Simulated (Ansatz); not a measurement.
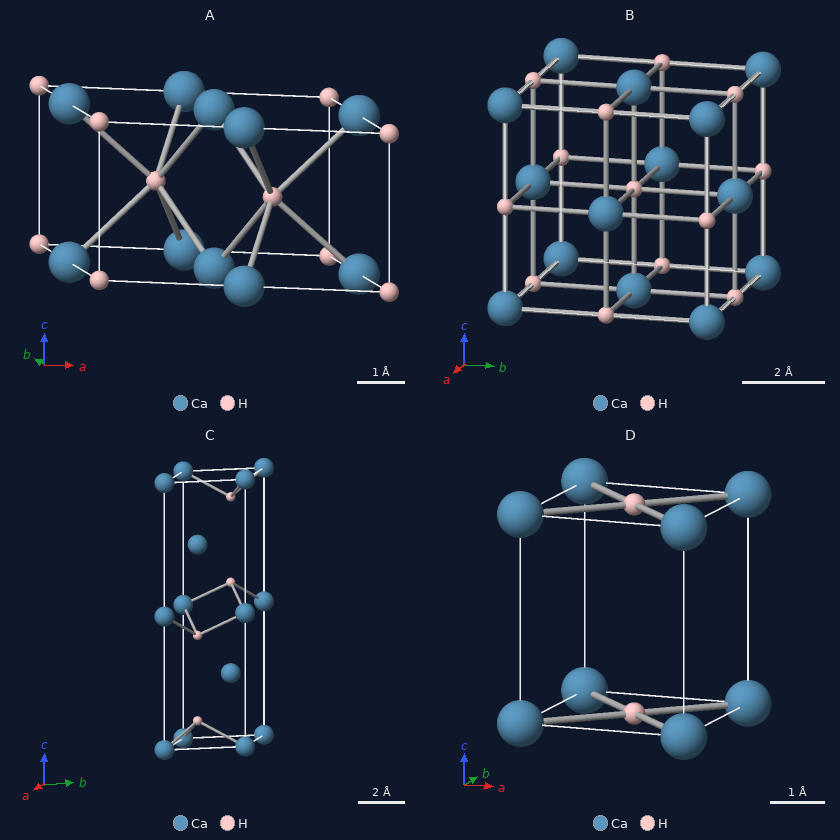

Four structures of CaH, each relaxed to rest (conventional cells in solid outline, small ones repeated, each panel with its own scale). Method: DFT PBE, scalar-relativistic, plane waves, PAW in Ansatz, without spin polarisation.

> Name the structure in each panel.

A: 6 atoms a cell on a primitive hexagonal lattice, P6/mmm; B: rock salt (NaCl type), Fm-3m; C: 8 atoms a cell on a primitive hexagonal lattice, P6_3/mmc; D: 2 atoms a cell on a primitive tetragonal lattice, P4/mmm.

> Rank them by energy, lowest first.

C, then B (+62 meV/atom), D (+206 meV/atom) and A (+517 meV/atom), energies at zero smearing.

> Collect the results in a table.

| panel | structure | E − E(lowest) (meV/atom) | volume (Å³/atom) | gap (eV) |
| --- | --- | --- | --- | --- |
| C | P6_3/mmc | 0 | 18.1 | metal |
| B | Fm-3m | 62 | 17.0 | metal |
| D | P4/mmm | 206 | 21.9 | metal |
| A | P6/mmm | 517 | 21.0 | metal |

Some of these may be structure types tried for this composition rather than known phases, and the most stable form need not be among them. Gaps are taken on the k-mesh or band path of each run.
